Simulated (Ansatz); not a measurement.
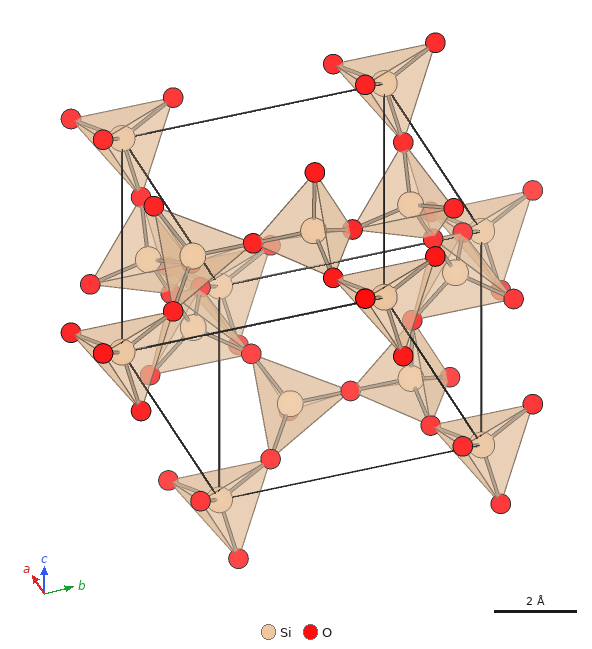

Drawn in the polyhedral manner and seen from a general direction. The wireframe shows the conventional unit cell. Some neighbours outside the box are added.

SiO$_{2}$, space group P-4m2 (No. 115), a = 6.85 Å, b = 6.85 Å, c = 6.34 Å, α = 90.00°, β = 90.00°, γ = 90.00°.

Electronic-structure method: DFT r2SCAN, scalar-relativistic, plane waves, PAW in Ansatz 0.2.0. Parameters: a cutoff energy of 500 eV, a 4×4×4 k-point grid, Gaussian smearing of 0.02 eV, no spin polarisation.

Question: Predict the gap.

Answer: An insulator at this level, with a gap of 6.46 eV on the k-mesh (the true edges may lie between mesh points, so the gap can be somewhat smaller).

The model was built from a structure listed in the Materials Project. It was relaxed at fixed volume with Ansatz 0.2.0, DFT r2SCAN, scalar-relativistic, plane waves, PAW.
